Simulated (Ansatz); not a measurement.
Run report: Ti, geometry relaxation (part 3 of 3)

Ti (slab, 15 atoms in the cell); DFT r2SCAN, scalar-relativistic, plane waves, PAW, no spin polarisation (Ansatz 0.2.0); cutoff 500 eV, 11×5×1 k-mesh, Gaussian smearing of 0.1 eV. The structure derives from an entry of the Crystallography Open Database. It belongs to a series of runs on one base structure; here: (2 1 0) slab, atoms relaxed.

Geometry of the input (Å; fractional positions):
```
3.2518  0.0000  0.0000
0.0000  7.2712  0.0000
0.0000  0.0000  25.1797
Ti 0.5000  0.7000  0.2979
Ti 0.0000  0.4000  0.3267
Ti 0.5000  0.1000  0.3556
Ti 0.0000  0.8000  0.3845
Ti 0.5000  0.5000  0.4134
Ti 0.0000  0.2000  0.4422
Ti 0.5000  0.9000  0.4711
Ti 0.0000  0.6000  0.5000
Ti 0.5000  0.3000  0.5289
Ti 0.0000  0.0000  0.5578
Ti 0.5000  0.7000  0.5866
Ti 0.0000  0.4000  0.6155
Ti 0.5000  0.1000  0.6444
Ti 0.0000  0.8000  0.6733
Ti 0.5000  0.5000  0.7021
```

**Output, continued**
```
  k-point 17: bands = ["-55.4217", "-55.4214", "-55.3704", "-55.3704", "-55.2055", "-55.1836", "-55.1736", "-55.1736", "-55.1715", "-54.9798", "-54.9787", "-54.9530", "-54.9523", "-54.9255", "-54.9252", "-30.8509", "-30.8459", "-30.8435", "-30.8348", "-30.7785", "-30.7763", "-30.7413", "-30.7397", "-30.7185", "-30.7002", "-30.6659", "-30.6456", "-30.6231", "-30.6177", "-30.6075", "-30.5982", "-30.5592", "-30.5148", "-30.4757", "-30.4521", "-30.4367", "-30.3711", "-30.3507", "-30.3445", "-30.3341", "-30.3237", "-30.2943", "-30.2557", "-30.2487", "-30.2313", "-30.1872", "-30.1532", "-30.1382", "-30.1283", "-30.1237", "-30.1122", "-30.1056", "-30.0721", "-30.0540", "-30.0363", "-30.0195", "-29.9684", "-29.9584", "-29.9230", "-29.9122", "0.8123", "1.0425", "1.1029", "1.2404", "1.3451", "1.4713", "1.5276", "1.5721", "1.7707", "1.8353", "2.0878", "2.2524", "2.5346", "2.6465", "2.6535", "2.7421", "2.7869", "2.8282", "2.8698", "2.9248", "2.9592", "2.9813", "3.0337", "3.1337", "3.1659", "3.2417", "3.2783", "3.4557", "3.5319", "3.5444", "3.5993", "3.7164", "3.8552", "3.9599", "4.1320", "4.1692", "4.2647", "4.3682", "4.4217", "4.4420", "4.5448", "4.5937", "4.6688", "4.9032", "5.0315", "5.1230", "5.1570", "5.3000"]
--- Relaxed structure (9 steps of the walk, 8 accepted, 0 SCFs on fresh bases) ---
  F+E_penalty+E_count = -37558.59199521 eV   max|allowed force component| = 9.452e-3 eV/Å
  atoms:
    - { symbol: Ti, position: [0.5, 0.6514800538812646, 0.31260457353196985] }
    - { symbol: Ti, position: [0.0, 0.36159824449028816, 0.3340740809217763] }
    - { symbol: Ti, position: [0.5, 0.03224981569203639, 0.3499745778375795] }
    - { symbol: Ti, position: [0.0, 0.7655690860070795, 0.3943200850555837] }
    - { symbol: Ti, position: [0.5, 0.46380140395605396, 0.4137389390747459] }
    - { symbol: Ti, position: [0.0, 0.1614351469587385, 0.42852163004243826] }
    - { symbol: Ti, position: [0.5, 0.9150532065569953, 0.4801540240432678] }
    - { symbol: Ti, position: [0.0, 0.6000202289379075, 0.5000066331665317] }
    - { symbol: Ti, position: [0.5, 0.284947004516339, 0.5198428884448096] }
    - { symbol: Ti, position: [0.0, 0.038579027798079465, 0.5714911900325432] }
    - { symbol: Ti, position: [0.5, 0.7362016617453744, 0.5862589733939468] }
    - { symbol: Ti, position: [0.0, 0.4344125152752182, 0.6056692418377843] }
    - { symbol: Ti, position: [0.5, 0.16775994489769216, 0.6500330434937973] }
    - { symbol: Ti, position: [0.0, 0.8383823412100919, 0.6659283295191032] }
    - { symbol: Ti, position: [0.5, 0.5485103180768405, 0.6873817896041229] }
```

**Trajectory as extended XYZ (Å, eV, eV/Å), 9 frames, from step=1 to step=9**
```
15
Lattice="3.2518 0.0000 0.0000 0.0000 7.2712 0.0000 0.0000 0.0000 25.1797" Properties=species:S:1:pos:R:3:forces:R:3 step=1 energy=-37557.55170
Ti    1.6259    5.0899    7.5000    0.0000  -0.0379   0.9073
Ti    0.0000    2.9085    8.2271    0.0000   0.6024   0.2554
Ti    1.6259    0.7271    8.9542    0.0000  -0.3928   0.2257
Ti    0.0000    5.8170    9.6814    0.0000  -0.1405  -0.3279
Ti    1.6259    3.6356   10.4085    0.0000  -0.0801  -0.5120
Ti    0.0000    1.4542   11.1356    0.0000   0.0111  -0.4756
Ti    1.6259    6.5441   11.8627    0.0000   0.1248  -0.1212
Ti    0.0000    4.3627   12.5899    0.0000   0.0000   0.0000
Ti    1.6259    2.1814   13.3170    0.0000  -0.1248   0.1213
Ti    0.0000    0.0000   14.0441    0.0000  -0.0111   0.4756
Ti    1.6259    5.0899   14.7712    0.0000   0.0801   0.5120
Ti    0.0000    2.9085   15.4983    0.0000   0.1405   0.3279
Ti    1.6259    0.7271   16.2255    0.0000   0.3928  -0.2257
Ti    0.0000    5.8170   16.9526    0.0000  -0.6024  -0.2554
Ti    1.6259    3.6356   17.6797    0.0000   0.0379  -0.9074
15
Lattice="3.2518 0.0000 0.0000 0.0000 7.2712 0.0000 0.0000 0.0000 25.1797" Properties=species:S:1:pos:R:3:forces:R:3 step=2 energy=-37558.00134
Ti    1.6259    5.1033    7.6942    0.0000   0.0154   0.1225
Ti    0.0000    2.9821    8.3019    0.0000  -0.0977   0.2412
Ti    1.6259    0.6642    8.9774    0.0000  -0.1414  -0.0119
Ti    0.0000    5.8008    9.6980    0.0000  -0.0195   0.3252
Ti    1.6259    3.6315   10.3494    0.0000   0.1686  -0.1462
Ti    0.0000    1.4637   11.0471    0.0000   0.0717  -0.3348
Ti    1.6259    6.5798   11.8612    0.0000   0.2755   0.0143
Ti    0.0000    4.3627   12.5899    0.0000   0.0000   0.0000
Ti    1.6259    2.1457   13.3185    0.0000  -0.2755  -0.0143
Ti    0.0000   -0.0095   14.1326    0.0000  -0.0716   0.3349
Ti    1.6259    5.0939   14.8303    0.0000  -0.1686   0.1462
Ti    0.0000    2.9247   15.4817    0.0000   0.0196  -0.3252
Ti    1.6259    0.7900   16.2023    0.0000   0.1414   0.0117
Ti    0.0000    5.7434   16.8778    0.0000   0.0978  -0.2413
Ti    1.6259    3.6222   17.4855    0.0000  -0.0154  -0.1225
15
Lattice="3.2518 0.0000 0.0000 0.0000 7.2712 0.0000 0.0000 0.0000 25.1797" Properties=species:S:1:pos:R:3:forces:R:3 step=3 energy=-37558.39193
Ti    1.6259    5.0914    7.8874    0.0000  -0.1540  -0.3264
Ti    0.0000    2.9560    8.4121    0.0000  -0.2200   0.0587
Ti    1.6259    0.5692    8.9128    0.0000   0.0308  -0.0324
Ti    0.0000    5.8168    9.8429    0.0000   0.0143   0.4417
Ti    1.6259    3.6895   10.3405    0.0000   0.1289   0.0034
Ti    0.0000    1.5016   10.8695    0.0000  -0.0769   0.0249
Ti    1.6259    6.7131   11.9461    0.0000   0.2154   0.1255
Ti    0.0000    4.3627   12.5898    0.0000   0.0000   0.0001
Ti    1.6259    2.0123   13.2336    0.0000  -0.2154  -0.1255
Ti    0.0000   -0.0474   14.3102    0.0000   0.0769  -0.0250
Ti    1.6259    5.0360   14.8392    0.0000  -0.1287  -0.0036
Ti    0.0000    2.9087   15.3368    0.0000  -0.0143  -0.4419
Ti    1.6259    0.8850   16.2669    0.0000  -0.0309   0.0324
Ti    0.0000    5.7695   16.7676    0.0000   0.2199  -0.0586
Ti    1.6259    3.6341   17.2923    0.0000   0.1541   0.3265
15
Lattice="3.2518 0.0000 0.0000 0.0000 7.2712 0.0000 0.0000 0.0000 25.1797" Properties=species:S:1:pos:R:3:forces:R:3 step=4 energy=-37558.43009
Ti    1.6259    4.9240    7.9863    0.0000  -0.0129  -0.4806
Ti    0.0000    2.7786    8.4916    0.0000   0.0548  -0.3421
Ti    1.6259    0.4038    8.9180    0.0000   0.0674   0.0112
Ti    0.0000    5.7154    9.9933    0.0000   0.0388   0.0439
Ti    1.6259    3.6070   10.3653    0.0000  -0.1396   0.3395
Ti    0.0000    1.4050   10.8256    0.0000  -0.1999   0.2622
Ti    1.6259    6.7602   12.0563    0.0000  -0.2787  -0.2671
Ti    0.0000    4.3627   12.5899    0.0000  -0.0001  -0.0002
Ti    1.6259    1.9653   13.1234    0.0000   0.2790   0.2667
Ti    0.0000    0.0492   14.3541    0.0000   0.1997  -0.2618
Ti    1.6259    5.1185   14.8144    0.0000   0.1396  -0.3387
Ti    0.0000    3.0101   15.1865    0.0000  -0.0387  -0.0437
Ti    1.6259    1.0504   16.2617    0.0000  -0.0676  -0.0108
Ti    0.0000    5.9469   16.6882    0.0000  -0.0548   0.3419
Ti    1.6259    3.8014   17.1934    0.0000   0.0134   0.4804
15
Lattice="3.2518 0.0000 0.0000 0.0000 7.2712 0.0000 0.0000 0.0000 25.1797" Properties=species:S:1:pos:R:3:forces:R:3 step=5 energy=-37558.54116
Ti    1.6259    4.8459    7.8605    0.0000  -0.1252   0.1307
Ti    0.0000    2.7152    8.4441    0.0000   0.2052  -0.1354
Ti    1.6259    0.3655    8.7927    0.0000  -0.1829   0.0755
Ti    0.0000    5.6822    9.9309    0.0000  -0.0525  -0.1475
Ti    1.6259    3.4915   10.4261    0.0000  -0.1253  -0.0763
Ti    0.0000    1.2511   10.8006    0.0000  -0.0149   0.0782
Ti    1.6259    6.6563   12.1013    0.0000   0.1545  -0.0911
Ti    0.0000    4.3626   12.5897    0.0000   0.0002   0.0004
Ti    1.6259    2.0693   13.0773    0.0000  -0.1553   0.0976
Ti    0.0000    0.2034   14.3794    0.0000   0.0156  -0.0826
Ti    1.6259    5.2338   14.7538    0.0000   0.1255   0.0744
Ti    0.0000    3.0431   15.2490    0.0000   0.0520   0.1466
Ti    1.6259    1.0886   16.3879    0.0000   0.1834  -0.0772
Ti    0.0000    6.0103   16.7354    0.0000  -0.2048   0.1372
Ti    1.6259    3.8798   17.3191    0.0000   0.1246  -0.1305
15
Lattice="3.2518 0.0000 0.0000 0.0000 7.2712 0.0000 0.0000 0.0000 25.1797" Properties=species:S:1:pos:R:3:forces:R:3 step=6 energy=-37558.49504 accepted=F
Ti    1.6259    4.7856    7.8869    0.0000   0.0834  -0.1426
Ti    0.0000    2.6906    8.3894    0.0000  -0.3217   0.1433
Ti    1.6259    0.2359    8.9359    0.0000   0.3218  -0.2981
Ti    0.0000    5.5719    9.9226    0.0000  -0.1583   0.3350
Ti    1.6259    3.4004   10.3826    0.0000   0.1779   0.0821
Ti    0.0000    1.2519   10.8192    0.0000   0.0452  -0.0940
Ti    1.6259    6.7157   12.0133    0.0000  -0.3443   0.1298
Ti    0.0000    4.3660   12.5905    0.0000   0.0027   0.0074
Ti    1.6259    2.0136   13.1802    0.0000   0.3384  -0.1966
Ti    0.0000    0.1973   14.3562    0.0000  -0.0421   0.1464
Ti    1.6259    5.3236   14.7965    0.0000  -0.1861  -0.0823
Ti    0.0000    3.1543   15.2560    0.0000   0.1719  -0.3270
Ti    1.6259    1.2187   16.2360    0.0000  -0.3326   0.3023
Ti    0.0000    6.0344   16.7895    0.0000   0.3223  -0.1470
Ti    1.6259    3.9387   17.2931    0.0000  -0.0785   0.1411
15
Lattice="3.2518 0.0000 0.0000 0.0000 7.2712 0.0000 0.0000 0.0000 25.1797" Properties=species:S:1:pos:R:3:forces:R:3 step=7 energy=-37558.58909
Ti    1.6259    4.7686    7.8686    0.0000   0.0036   0.0192
Ti    0.0000    2.6609    8.4123    0.0000  -0.0002   0.0198
Ti    1.6259    0.2733    8.8145    0.0000  -0.0379   0.0067
Ti    0.0000    5.5976    9.9296    0.0000  -0.0211  -0.0331
Ti    1.6259    3.4062   10.4167    0.0000  -0.0224  -0.0211
Ti    0.0000    1.2022   10.7937    0.0000   0.0099  -0.0038
Ti    1.6259    6.6628   12.0781    0.0000   0.0123   0.0408
Ti    0.0000    4.3636   12.5906    0.0000  -0.0045  -0.0037
Ti    1.6259    2.0621   13.1016    0.0000  -0.0099  -0.0360
Ti    0.0000    0.2512   14.3870    0.0000  -0.0076  -0.0059
Ti    1.6259    5.3189   14.7631    0.0000   0.0248   0.0224
Ti    0.0000    3.1280   15.2492    0.0000   0.0208   0.0368
Ti    1.6259    1.1813   16.3646    0.0000   0.0386  -0.0034
Ti    0.0000    6.0647   16.7675    0.0000  -0.0011  -0.0196
Ti    1.6259    3.9570   17.3109    0.0000  -0.0053  -0.0191
15
Lattice="3.2518 0.0000 0.0000 0.0000 7.2712 0.0000 0.0000 0.0000 25.1797" Properties=species:S:1:pos:R:3:forces:R:3 step=8 energy=-37558.59166
Ti    1.6259    4.7301    7.8644    0.0000   0.0046   0.0305
Ti    0.0000    2.6242    8.4111    0.0000   0.0018   0.0015
Ti    1.6259    0.2283    8.8097    0.0000  -0.0090  -0.0083
Ti    0.0000    5.5601    9.9293    0.0000   0.0118  -0.0183
Ti    1.6259    3.3662   10.4201    0.0000  -0.0053  -0.0118
Ti    0.0000    1.1661   10.7864    0.0000   0.0148   0.0095
Ti    1.6259    6.6540   12.0938    0.0000  -0.0123  -0.0081
Ti    0.0000    4.3627   12.5897    0.0000   0.0012   0.0016
Ti    1.6259    2.0721   13.0872    0.0000   0.0111   0.0014
Ti    0.0000    0.2879   14.3931    0.0000  -0.0133  -0.0045
Ti    1.6259    5.3590   14.7590    0.0000   0.0054   0.0135
Ti    0.0000    3.1658   15.2508    0.0000  -0.0142   0.0171
Ti    1.6259    1.2259   16.3696    0.0000   0.0088   0.0083
Ti    0.0000    6.1009   16.7679    0.0000  -0.0018   0.0001
Ti    1.6259    3.9953   17.3158    0.0000  -0.0034  -0.0327
15
Lattice="3.2518 0.0000 0.0000 0.0000 7.2712 0.0000 0.0000 0.0000 25.1797" Properties=species:S:1:pos:R:3:forces:R:3 step=9 energy=-37558.59200
Ti    1.6259    4.7371    7.8713    0.0000   0.0013  -0.0079
Ti    0.0000    2.6293    8.4119    0.0000  -0.0036   0.0063
Ti    1.6259    0.2345    8.8123    0.0000   0.0054  -0.0025
Ti    0.0000    5.5666    9.9289    0.0000  -0.0027   0.0029
Ti    1.6259    3.3724   10.4178    0.0000  -0.0002  -0.0005
Ti    0.0000    1.1738   10.7901    0.0000  -0.0007  -0.0052
Ti    1.6259    6.6536   12.0901    0.0000   0.0089   0.0048
Ti    0.0000    4.3629   12.5900    0.0000  -0.0006  -0.0011
Ti    1.6259    2.0719   13.0895    0.0000  -0.0089  -0.0037
Ti    0.0000    0.2805   14.3900    0.0000   0.0001   0.0028
Ti    1.6259    5.3531   14.7618    0.0000   0.0004   0.0006
Ti    0.0000    3.1587   15.2506    0.0000   0.0036  -0.0018
Ti    1.6259    1.2198   16.3676    0.0000  -0.0055   0.0025
Ti    0.0000    6.0961   16.7679    0.0000   0.0039  -0.0068
Ti    1.6259    3.9883   17.3081    0.0000  -0.0016   0.0095
```

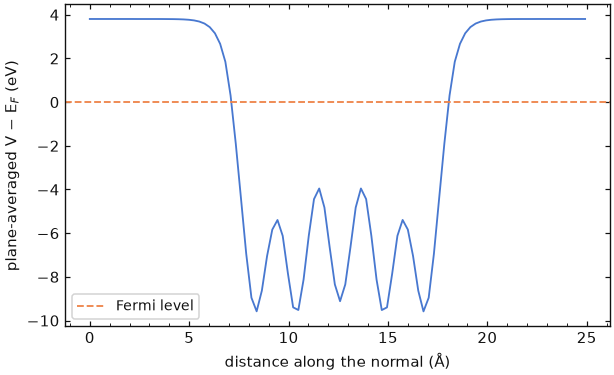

*Plane average of the electrostatic potential energy of an electron across the cell, from the Fermi level.*

The vacuum level lies 3.81 eV above the Fermi level.

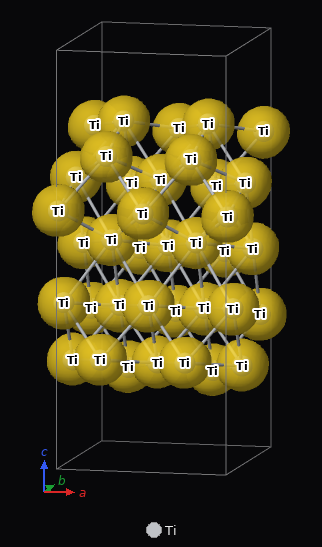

*Isosurface of the valence charge density (pseudo) at 0.4 e/Å³ (yellow), seen at an oblique angle. Sticks mark near contacts.*

At this value the density breaks into separate islands; it holds about 75 % of the electrons treated as valence (semicore included). It is pinched off along the Ti–Ti (2.69 Å), Ti–Ti (2.73 Å), Ti–Ti (2.77 Å) and Ti–Ti (2.85 Å) contacts. On the grid the lowest density along these lines, outside the cores, is 0.23 e/Å³ (Ti–Ti, 2.69 Å), 0.22 e/Å³ (Ti–Ti, 2.73 Å), 0.21 e/Å³ (Ti–Ti, 2.77 Å) and 0.18 e/Å³ (Ti–Ti, 2.85 Å). The fields are those of the smooth PAW valence density.

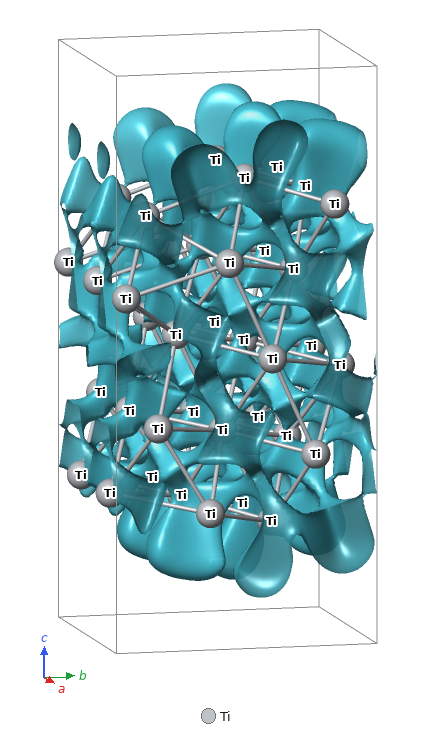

*Isosurface of the ELF at 0.5 (cyan), seen slightly off an axis. Core shells and regions of very low density are left out. Sticks mark near contacts.*

Values along the shortest contacts: Ti–Ti (2.69 Å): the ELF is about 0.15 at the midpoint; no shared electron pair. Ti–Ti (2.73 Å): the ELF is about 0.15 at the midpoint (no localised pair between them).

**Key numbers**

```tsv
quantity	value
outcome	converged
electrons treated	180
free energy	−37558.5920 eV
work function, top face	3.81 eV
work function, bottom face	3.81 eV
Fermi energy	3.739 eV
gap on the k-point mesh	none (metallic)
final volume	595.36 Å³
work function (upper face)	3.81 eV
largest force (length of the vector) at the end	0.010 eV/Å
wall time	4.4 min (CPU time 17 min)
peak memory	3.5 GiB
```

**Notes**

The program warns: the exchange-correlation potential is rough where the density is thin.
